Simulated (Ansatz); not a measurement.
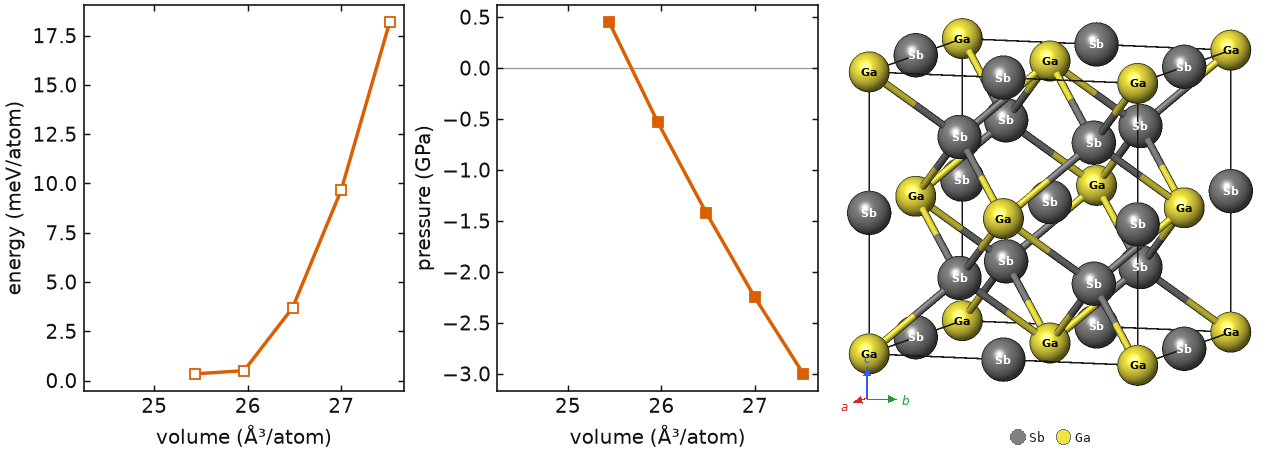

The picture above shows the energy and pressure against volume for GaSb₃, space group Fm-3m (No. 225). The conventional cell is drawn beside the plot.

Structure:
```
CELL_PARAMETERS angstrom
0.00000 3.73060 3.73060
3.73060 0.00000 3.73060
3.73060 3.73060 0.00000
ATOMIC_POSITIONS crystal
Sb 0.50000 0.50000 0.50000
Sb 0.75000 0.75000 0.75000
Sb 0.25000 0.25000 0.25000
Ga 0.00000 0.00000 0.00000
```

Calculation (Ansatz 0.2.0): plane-wave DFT, no spin polarisation; energies at scaled volumes of the given cell, shape and fractions fixed, counted from the fit's minimum, third-order Birch-Murnaghan fit. Level: PBE.

- k mesh: 6×6×6
- occupations: Fermi–Dirac
- smearing width: 0.05 eV
- potentials: Ansatz PAW
- wave cutoff: 420 eV
- density cutoff: 1680 eV

The points at volume 24.40 Å³/atom and 24.92 Å³/atom are left out of the plot. What values does the calculation give there?

```tsv
volume (Å³/atom)	energy (meV/atom)	pressure (GPa)
24.40	10.56	2.81
24.92	3.55	1.55
```
